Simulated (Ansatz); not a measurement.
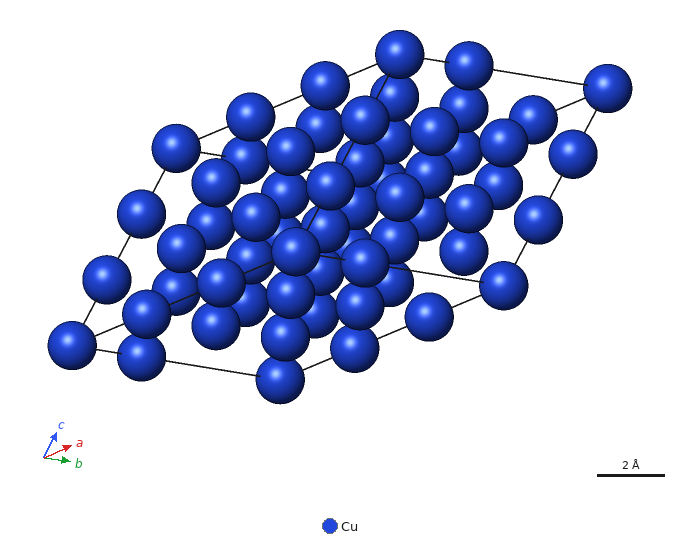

**Figure 1.** The input geometry (spheres-only view of the cell of the calculation, seen at an oblique angle).

**Geometry relaxation, with input and output: Cu (part 1 of 2)**

The run: geometry relaxation of Cu (defect cell, 26 atoms in the cell). Method and program: DFT, PBE, plane waves, PAW, no spin polarisation (Ansatz 0.2.0).

The structure derives from a Materials Project entry. It belongs to a series of runs on one base structure; here: Cu vacancy (site a), charge +0, atoms relaxed at the host's cell.

The program's output
```
Engine: ansatz 0.2.0, x86_64-unknown-linux-gnu
Pseudopotentials: kind: paw
Pseudopotential: Cu, paw, valence charge 19, recommended cutoff 420 eV (normal), Cu.paw.azcp
Functional definition: PBE
  parameter kappa = 0.804
  parameter beta = 0.06672455060314922
  exchange = pbe_x(kappa = kappa, mu = beta*pi^2/3)
  correlation = pbe_c(beta = beta)
Crystal: 26 atoms, lattice volume = 322.814 Å³
Basis set: ecut = 420 eV, 6303 PW (Γ), exchange–correlation on 108×108×108 points (8 copies of the dense FFT grid, shifted against one another)
Bands: 297, of which v1, the nominal top of the filled ones, is band 247 counted from 1 (246 counted from 0)
Symmetry: 48 space group operations
Space group: Fm-3m (ITA 225), of the structure as read, at distance tolerance 6.9e-5 Å
k-points: 1
Non-local potential: Cu, projectors of the file, l = 0: 3, l = 1: 2, l = 2: 3, l = 3: 1
PAW form: soft (Blöchl's): semilocal exchange-correlation on the pseudo side does not see the compensation charge
PAW one-centre angular grid: Cu, 590 points (default); XC on 64 Gauss nodes
Initial density: superposition of atomic densities (neutral atoms: chi_scale 0, normalization atom), corrected by the library's trained network
Initial wavefunctions: pseudopotential atomic-orbital guess
Functional: x = pbe(κ = 0.804, μ = 0.2195149727645171), c = pbe(β = 0.06672455060314922)
SCF iter   1: F=—  HF=-172260.595388 eV  |F-HF|=—  |Δ(HF+E_count)|=         —  Δρ=2.08e-2  dr2=1.15e0  ethr=1.77e-3  ⟨swp⟩=5.0  Hψ=884  notcnv=0  defer=21
preconditioner: auto → LDOS  [metal: Δε(μ)=0.065 eV  Ē_g=9.849 eV  σ=0.100 eV  W_gap=0.33  n_scr=136 (ndim 8)  ℏωp=35.0 eV  f_vac=0.018  D(μ)=82.59/eV (n_scr^D=1758)  β→1.0]
SCF iter   2: F=—  HF=-172260.642650 eV  |F-HF|=—  |Δ(HF+E_count)|=   4.73e-2  Δρ=1.89e-2  dr2=8.75e-1  ethr=2.34e-4  ⟨swp⟩=2.0  Hψ=456  notcnv=0  defer=36
SCF iter   3: F=—  HF=-172260.542635 eV  |F-HF|=—  |Δ(HF+E_count)|=   1.00e-1  Δρ=9.60e-3  dr2=3.52e-1  ethr=1.77e-4  ⟨swp⟩=2.0  Hψ=403  notcnv=0  defer=36
SCF iter   4: F=—  HF=-172260.546801 eV  |F-HF|=—  |Δ(HF+E_count)|=   4.17e-3  Δρ=1.15e-2  dr2=4.31e-1  ethr=7.13e-5  ⟨swp⟩=1.0  Hψ=261  notcnv=0  defer=36
SCF iter   5: F=—  HF=-172260.529808 eV  |F-HF|=—  |Δ(HF+E_count)|=   1.70e-2  Δρ=3.99e-3  dr2=6.18e-2  ethr=7.13e-5  ⟨swp⟩=1.0  Hψ=261  notcnv=0  defer=36
SCF iter   6: F=—  HF=-172260.529851 eV  |F-HF|=—  |Δ(HF+E_count)|=   4.28e-5  Δρ=1.89e-3  dr2=1.11e-2  ethr=1.25e-5  ⟨swp⟩=1.0  Hψ=261  notcnv=0  defer=36
SCF iter   7: F=—  HF=-172260.529750 eV  |F-HF|=—  |Δ(HF+E_count)|=   1.01e-4  Δρ=8.43e-4  dr2=1.77e-3  ethr=2.24e-6  ⟨swp⟩=1.0  Hψ=261  notcnv=0  defer=36
SCF iter   8: F=—  HF=-172260.529854 eV  |F-HF|=—  |Δ(HF+E_count)|=   1.04e-4  Δρ=1.94e-4  dr2=6.62e-5  ethr=3.58e-7  ⟨swp⟩=2.0  Hψ=358  notcnv=0  defer=33
SCF iter   9: F=-172260.529888 eV  HF=-172260.529897 eV  |F-HF|=9.41e-6  |Δ(HF+E_count)|=   4.36e-5  Δρ=8.22e-5  dr2=1.38e-5  ethr=3.16e-9  ⟨swp⟩=13.0  Hψ=2082  notcnv=0
SCF 1 converged in 9 iterations: F = -172260.529888 eV  dr2 = 1.38e-5
  greatest PAW one-centre occupation: 1.000 electrons in one spin orbital (limit 2), on the Cu atom at site 6 (counted from 0), in its partial waves of l = 0
relax step   1: F+E_penalty+E_count = -172260.52988804 eV  Δ(F+E_penalty+E_count) = +0.000e0 eV  max|allowed force component| = 3.190e-1 eV/Å  Δτ_max = 0.0000 Å  (9 SCF iters, dr2 threshold 1.56e-5 eV, accepted)
Initial density: handed on by an earlier stage of this run
Initial wavefunctions: those handed on with the density
iter 1 solved again at ethr=7.96e-7 eV; its pass at ethr=3.10e-3 eV (dr2=3.93e-3 eV) is discarded
SCF iter   1: F=—  HF=-172260.550159 eV  |F-HF|=—  |Δ(HF+E_count)|=         —  Δρ=1.51e-3  dr2=3.88e-3  ethr=7.96e-7  ⟨swp⟩=2.0  Hψ=780  notcnv=0  defer=36
preconditioner: auto → LDOS  [insulator: Δε(μ)=0.120 eV  Ē_g=9.881 eV  σ=0.100 eV  W_gap=0.59  n_scr=136 (ndim 8)  ℏωp=35.0 eV  f_vac=0.019  D(μ)=79.04/eV (n_scr^D=1638)  ε∞_Penn≈13.5  β→1.0]
SCF iter   2: F=—  HF=-172260.549529 eV  |F-HF|=—  |Δ(HF+E_count)|=   6.30e-4  Δρ=1.19e-3  dr2=2.43e-3  ethr=7.85e-7  ⟨swp⟩=2.0  Hψ=484  notcnv=0  defer=36
SCF iter   3: F=—  HF=-172260.549363 eV  |F-HF|=—  |Δ(HF+E_count)|=   1.66e-4  Δρ=1.08e-3  dr2=2.28e-3  ethr=4.91e-7  ⟨swp⟩=2.0  Hψ=406  notcnv=0  defer=36
SCF iter   4: F=—  HF=-172260.549088 eV  |F-HF|=—  |Δ(HF+E_count)|=   2.75e-4  Δρ=5.07e-4  dr2=5.22e-4  ethr=4.61e-7  ⟨swp⟩=1.0  Hψ=261  notcnv=0  defer=36
SCF iter   5: F=—  HF=-172260.549020 eV  |F-HF|=—  |Δ(HF+E_count)|=   6.81e-5  Δρ=1.81e-4  dr2=8.65e-5  ethr=1.06e-7  ⟨swp⟩=2.0  Hψ=267  notcnv=0  defer=36
SCF iter   6: F=—  HF=-172260.549018 eV  |F-HF|=—  |Δ(HF+E_count)|=   1.74e-6  Δρ=7.63e-5  dr2=2.12e-5  ethr=1.75e-8  ⟨swp⟩=2.0  Hψ=289  notcnv=0  defer=36
SCF iter   7: F=-172260.549017 eV  HF=-172260.549021 eV  |F-HF|=4.15e-6  |Δ(HF+E_count)|=   2.65e-6  Δρ=3.96e-5  dr2=5.70e-6  ethr=1.29e-9  ⟨swp⟩=9.0  Hψ=1538  notcnv=0
SCF 2 converged in 7 iterations: F = -172260.549017 eV  dr2 = 5.70e-6
  greatest PAW one-centre occupation: 1.000 electrons in one spin orbital (limit 2), on the Cu atom at site 23 (counted from 0), in its partial waves of l = 0
relax step   2: F+E_penalty+E_count = -172260.54901694 eV  Δ(F+E_penalty+E_count) = -1.913e-2 eV  max|allowed force component| = 2.339e-1 eV/Å  Δτ_max = 0.0111 Å  (7 SCF iters, dr2 threshold 6.36e-6 eV, accepted)
SCF iter   1: F=—  HF=-172260.595523 eV  |F-HF|=—  |Δ(HF+E_count)|=         —  Δρ=5.90e-3  dr2=6.39e-2  ethr=1.09e-4  ⟨swp⟩=4.0  Hψ=600  notcnv=0  defer=36
preconditioner: auto → LDOS  [insulator: Δε(μ)=0.180 eV  Ē_g=9.883 eV  σ=0.100 eV  W_gap=0.79  n_scr=136 (ndim 8)  ℏωp=35.0 eV  f_vac=0.020  D(μ)=63.98/eV (n_scr^D=1210)  ε∞_Penn≈13.5  β→1.0]
SCF iter   2: F=—  HF=-172260.589850 eV  |F-HF|=—  |Δ(HF+E_count)|=   5.67e-3  Δρ=5.08e-3  dr2=4.99e-2  ethr=1.29e-5  ⟨swp⟩=2.0  Hψ=577  notcnv=0  defer=36
SCF iter   3: F=—  HF=-172260.587247 eV  |F-HF|=—  |Δ(HF+E_count)|=   2.60e-3  Δρ=4.93e-3  dr2=4.79e-2  ethr=1.01e-5  ⟨swp⟩=3.0  Hψ=449  notcnv=0  defer=36
SCF iter   4: F=—  HF=-172260.581134 eV  |F-HF|=—  |Δ(HF+E_count)|=   6.11e-3  Δρ=2.84e-3  dr2=1.72e-2  ethr=9.70e-6  ⟨swp⟩=1.0  Hψ=261  notcnv=0  defer=36
SCF iter   5: F=—  HF=-172260.579133 eV  |F-HF|=—  |Δ(HF+E_count)|=   2.00e-3  Δρ=1.28e-3  dr2=4.61e-3  ethr=3.48e-6  ⟨swp⟩=2.0  Hψ=267  notcnv=0  defer=36
SCF iter   6: F=—  HF=-172260.578928 eV  |F-HF|=—  |Δ(HF+E_count)|=   2.06e-4  Δρ=6.82e-4  dr2=1.58e-3  ethr=9.33e-7  ⟨swp⟩=2.0  Hψ=285  notcnv=0  defer=36
SCF iter   7: F=—  HF=-172260.579126 eV  |F-HF|=—  |Δ(HF+E_count)|=   1.98e-4  Δρ=3.97e-4  dr2=6.24e-4  ethr=3.20e-7  ⟨swp⟩=1.0  Hψ=261  notcnv=0  defer=36
SCF iter   8: F=—  HF=-172260.579105 eV  |F-HF|=—  |Δ(HF+E_count)|=   2.11e-5  Δρ=2.15e-4  dr2=1.60e-4  ethr=1.26e-7  ⟨swp⟩=2.0  Hψ=262  notcnv=0  defer=36
SCF iter   9: F=—  HF=-172260.579104 eV  |F-HF|=—  |Δ(HF+E_count)|=   6.56e-7  Δρ=7.51e-5  dr2=2.35e-5  ethr=3.24e-8  ⟨swp⟩=1.0  Hψ=261  notcnv=0  defer=36
SCF iter  10: F=—  HF=-172260.579107 eV  |F-HF|=—  |Δ(HF+E_count)|=   3.19e-6  Δρ=4.62e-5  dr2=6.34e-6  ethr=4.76e-9  ⟨swp⟩=2.0  Hψ=392  notcnv=0  defer=36
SCF iter  11: F=-172260.579109 eV  HF=-172260.579108 eV  |F-HF|=4.02e-7  |Δ(HF+E_count)|=   1.37e-6  Δρ=8.12e-6  dr2=1.27e-7  ethr=6.92e-10  ⟨swp⟩=10.0  Hψ=1387  notcnv=0
SCF 3 converged in 11 iterations: F = -172260.579109 eV  dr2 = 1.27e-7
  greatest PAW one-centre occupation: 1.000 electrons in one spin orbital (limit 2), on the Cu atom at site 13 (counted from 0), in its partial waves of l = 0
relax step   3: F+E_penalty+E_count = -172260.57910889 eV  Δ(F+E_penalty+E_count) = -3.009e-2 eV  max|allowed force component| = 1.103e-2 eV/Å  Δτ_max = 0.0361 Å  (11 SCF iters, dr2 threshold 3.42e-6 eV, accepted)
iter 1 solved again at ethr=2.58e-11 eV; its pass at ethr=3.10e-3 eV (dr2=1.27e-7 eV) is discarded
SCF iter   1: F=—  HF=-172260.579125 eV  |F-HF|=—  |Δ(HF+E_count)|=         —  Δρ=8.12e-6  dr2=1.27e-7  ethr=2.58e-11  ⟨swp⟩=1.0  Hψ=692  notcnv=0
preconditioner: auto → LDOS  [insulator: Δε(μ)=0.165 eV  Ē_g=9.874 eV  σ=0.100 eV  W_gap=0.76  n_scr=136 (ndim 8)  ℏωp=35.0 eV  f_vac=0.020  D(μ)=66.70/eV (n_scr^D=1242)  ε∞_Penn≈13.5  β→1.0]
SCF iter   2: F=-172260.579109 eV  HF=-172260.579109 eV  |F-HF|=1.09e-8  |Δ(HF+E_count)|=   1.61e-5  Δρ=6.23e-6  dr2=8.88e-8  ethr=2.02e-11  ⟨swp⟩=5.0  Hψ=1300  notcnv=0
SCF 4 converged in 2 iterations: F = -172260.579109 eV  dr2 = 8.88e-8
  greatest PAW one-centre occupation: 1.000 electrons in one spin orbital (limit 2), on the Cu atom at site 24 (counted from 0), in its partial waves of l = 0
relax step   4: F+E_penalty+E_count = -172260.57910890 eV  Δ(F+E_penalty+E_count) = -3.027e-9 eV  max|allowed force component| = 1.107e-2 eV/Å  Δτ_max = 0.0000 Å  (2 SCF iters, accepted)
```

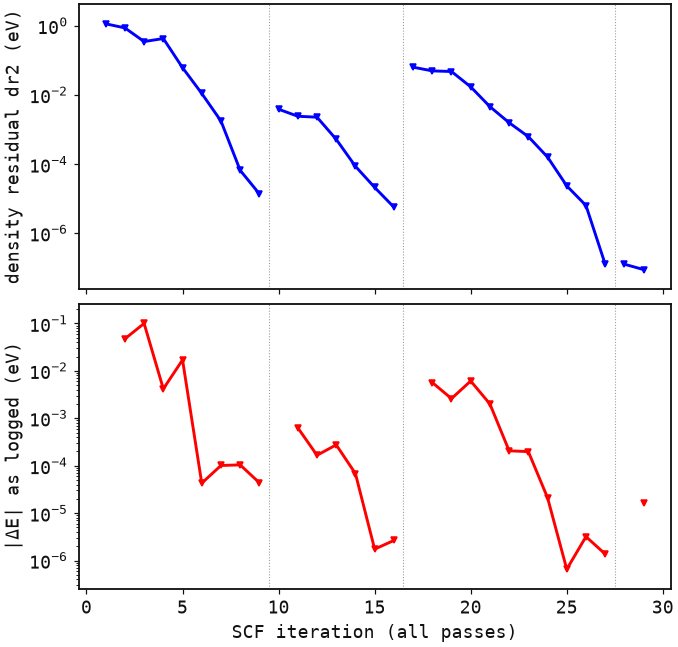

**Figure 2.** Convergence of the self-consistent field: density residual dr2 and size of the energy change against the SCF iteration. The dotted lines part the SCF passes of the relaxation: geometry steps, rejected trials and re-solves on a re-selected basis. The passes take 9, 7, 11 and 2 iterations.

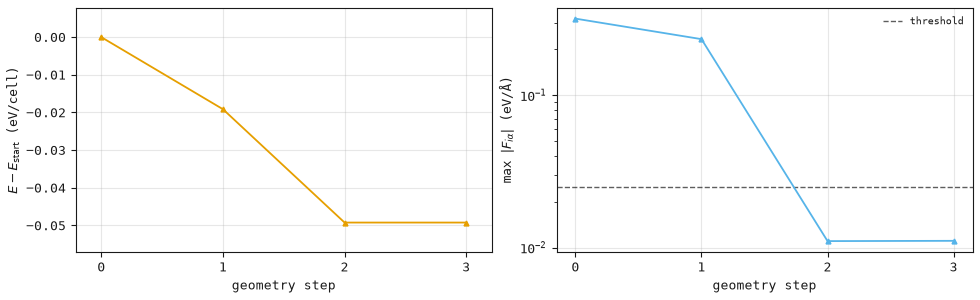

**Figure 3.** Progress of the relaxation, step by step (the first geometry is step 0 here and step 1 in the log).

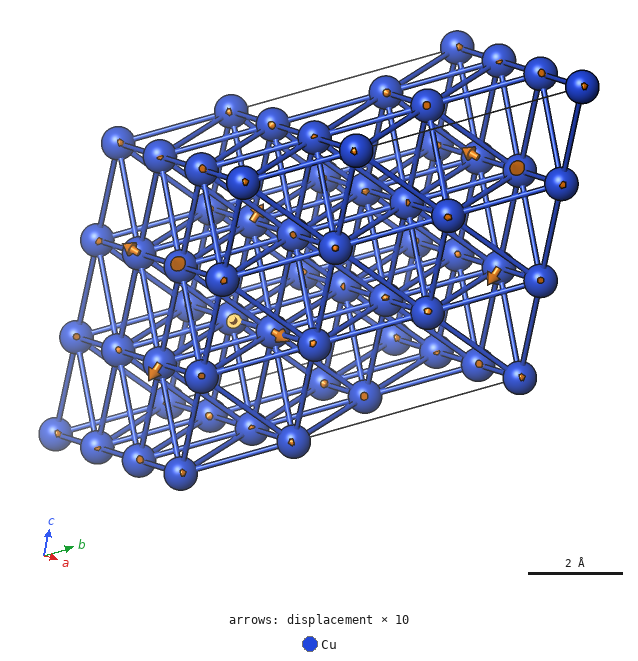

**Figure 4.** The starting structure with the displacements as orange arrows, magnified 10 times (ball-and-stick view of the cell of the calculation, seen slightly off an axis). The largest moves, 0.047 Å, are those of Cu13, Cu16, Cu17, Cu22, Cu23 and Cu26. The cell doesn't change. Among the contacts that change: Cu13–Cu16 2.567 → 2.633 Å, Cu10–Cu13 2.567 → 2.534 Å, Cu10–Cu20 2.567 → 2.538 Å, Cu10–Cu15 2.567 → 2.581 Å. The energy falls by 49.2 meV per cell of the calculation in 3 geometry steps. The largest force component goes from 0.32 to 0.011 eV/Å. (Atoms are counted from 1 in the order of the input.)

```
SCF converged after 2 iterations
Free energy (F): -172260.579109 eV
Harris-Foulkes:  -172260.579109 eV  (|F-HF|=1.09e-8)
Internal energy: -172260.245583 eV  (E = F + TS)
E sigma→0 (E₀):  -172260.412346 eV
Entropy (-TS):   -0.333526 eV (-12.828 meV/atom)
Fermi energy:    14.076111 eV
--- Per-component energies (eV) ---
  E_band       = -9846.334288
  E_kinetic    = 7783.409053
  E_local      = -110008.820880  (includes V_loc(G=0)·N_el)
  E_nonlocal   = 10124.824975
  E_hartree    = 48494.034596
  E_xc         = -2324.023439
  E_vxc        = -2998.682249  (∫ρ·V_xc dr)
  E_paw        = -43227.873813  (= ΣΔE_a)
  E_vpaw       = -11735.234711  (= ΣTr[D̂ρ^β])
  E_aug_tail   = 0.006512  (compensation charges beyond the density's cutoff)
  E_ewald      = -83101.802588
  E_smearing   = -0.333526  (= −TS)
  E_closure    = -0.000000  (closes the sum)
  Σ components = -172260.579109   (vs F -172260.579109, Δ=0.00e0)
--- Forces (eV/Å), atoms counted from 1 ---
  atom   1  Cu     0.00626888     0.00626888    -0.00000000
  atom   2  Cu    -0.00626888    -0.00626888     0.00000000
  atom   3  Cu    -0.00000000    -0.00626888     0.00626888
  atom   4  Cu     0.00626888     0.00000000     0.00626888
  atom   5  Cu    -0.00482062     0.00482062     0.00482062
  atom   6  Cu     0.00000000     0.00626888    -0.00626888
  atom   7  Cu     0.00482062    -0.00482062    -0.00482062
  atom   8  Cu    -0.00626888     0.00000000    -0.00626888
  atom   9  Cu    -0.00626888     0.00000000     0.00626888
  atom  10  Cu    -0.00000000     0.00626888     0.00626888
  atom  11  Cu     0.00482062    -0.00482062     0.00482062
  atom  12  Cu    -0.00482062    -0.00482062    -0.00482062
  atom  13  Cu    -0.00000000     0.00000000     0.01107260
  atom  14  Cu     0.00482062     0.00482062    -0.00482062
  atom  15  Cu    -0.00626888     0.00626888    -0.00000000
  atom  16  Cu    -0.00000000     0.01107260     0.00000000
  atom  17  Cu    -0.01107260     0.00000000     0.00000000
  atom  18  Cu     0.00626888    -0.00000000    -0.00626888
  atom  19  Cu    -0.00482062     0.00482062    -0.00482062
  atom  20  Cu    -0.00000000    -0.00626888    -0.00626888
  atom  21  Cu     0.00626888    -0.00626888    -0.00000000
  atom  22  Cu     0.01107260    -0.00000000    -0.00000000
  atom  23  Cu    -0.00000000    -0.01107260     0.00000000
  atom  24  Cu     0.00482062     0.00482062     0.00482062
  atom  25  Cu    -0.00482062    -0.00482062     0.00482062
  atom  26  Cu    -0.00000000     0.00000000    -0.01107260
  max |Σ_I F_I| component: 1.91e-17 eV/Å
--- Band table (eV) ---
```
